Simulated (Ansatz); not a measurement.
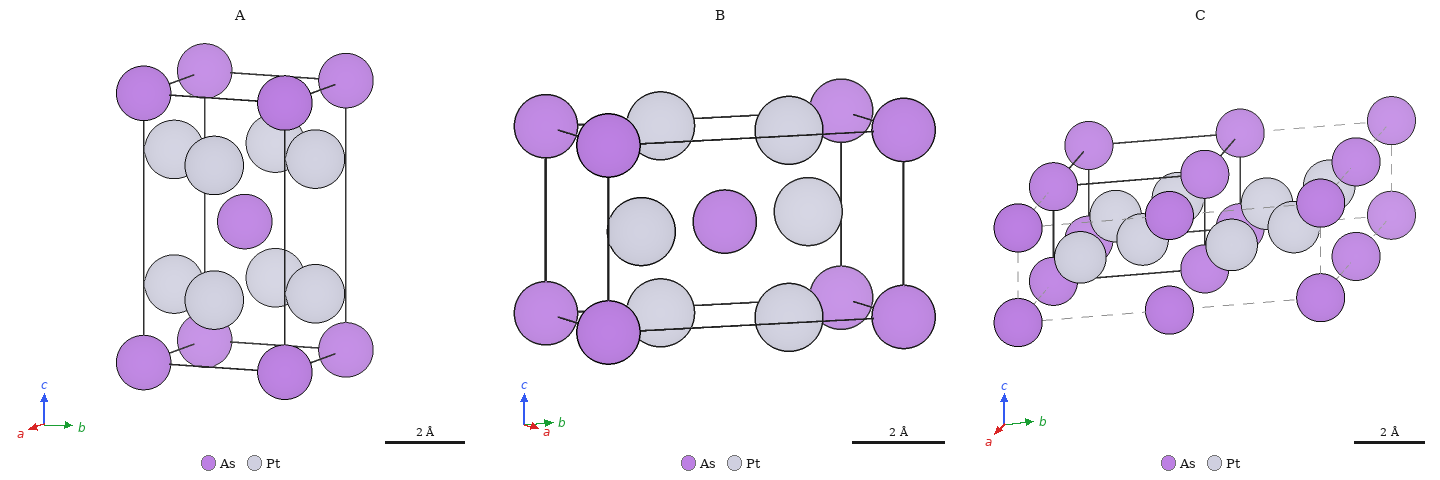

Three structures of AsPt$_{2}$, each relaxed to rest (conventional cells in solid outline, small ones repeated, each panel with its own scale). Method: DFT PBE, scalar-relativistic, plane waves, PAW in Ansatz, without spin polarisation.

> Give the type and space group of each panel.

A: 6 atoms a cell on a body-centred tetragonal lattice, I4/mmm; B: 6 atoms a cell on a primitive orthorhombic lattice, Pnnm; C: AlB₂ type, P6/mmm.

> Rank them by energy, lowest first.

A, then B (+69 meV/atom) and C (+448 meV/atom), energies at zero smearing.

> Collect the results in a table.

| panel | structure | E − E(lowest) (meV/atom) | volume (Å³/atom) | gap (eV) |
| --- | --- | --- | --- | --- |
| A | I4/mmm | 0 | 17.8 | metal |
| B | Pnnm | 69 | 17.1 | metal |
| C | P6/mmm | 448 | 17.0 | metal |

Some of these may be structure types tried for this composition rather than known phases, and the most stable form need not be among them. Gaps are taken on the k-mesh or band path of each run.
